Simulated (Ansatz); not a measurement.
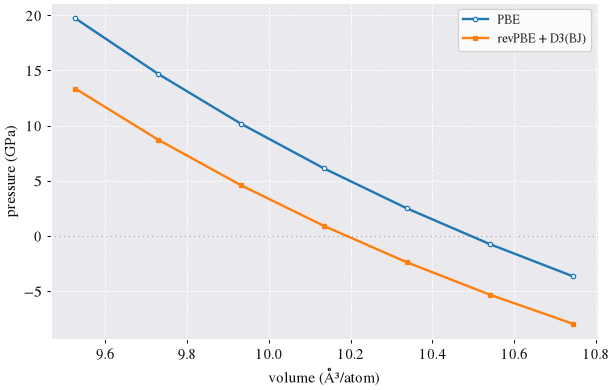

The figure shows the pressure against volume, with one curve for each functional, for CuO (space group C2/c).

How it was computed, with Ansatz 0.2.0: plane-wave DFT, no spin polarisation; energies at scaled volumes of the given cell, shape and fractions fixed, counted from the fit's minimum, third-order Birch-Murnaghan fit. All runs: no spin polarisation.

k mesh 10×10×5; occupations Fermi–Dirac; smearing width 0.05 eV.

Settings that differ: PBE: density cutoff 4140 eV, wave cutoff 1030 eV, potentials SPMS NC; revPBE + D3(BJ): density cutoff 1680 eV, wave cutoff 420 eV, potentials Ansatz PAW.

> Order the curves by fitted equilibrium volume, smallest first.

revPBE + D3(BJ) 10.188, PBE 10.491 Å³/atom.

> Order the curves by fitted bulk modulus, smallest first.

PBE 163.1, revPBE + D3(BJ) 169.8 GPa.

Keep in mind: the functional was run on potentials made for another functional (revPBE + D3(BJ)); shape and atomic fractions are frozen while scaling, which makes layered, chain and framework solids too stiff.

The computed values:

PBE:
| volume (Å³/atom) | pressure (GPa) |
| --- | --- |
| 9.53 | 19.71 |
| 9.73 | 14.67 |
| 9.93 | 10.15 |
| 10.13 | 6.11 |
| 10.34 | 2.49 |
| 10.54 | −0.75 |
| 10.74 | −3.66 |

revPBE + D3(BJ):
| volume (Å³/atom) | pressure (GPa) |
| --- | --- |
| 9.53 | 13.34 |
| 9.73 | 8.71 |
| 9.93 | 4.58 |
| 10.13 | 0.90 |
| 10.34 | −2.40 |
| 10.54 | −5.33 |
| 10.74 | −7.96 |
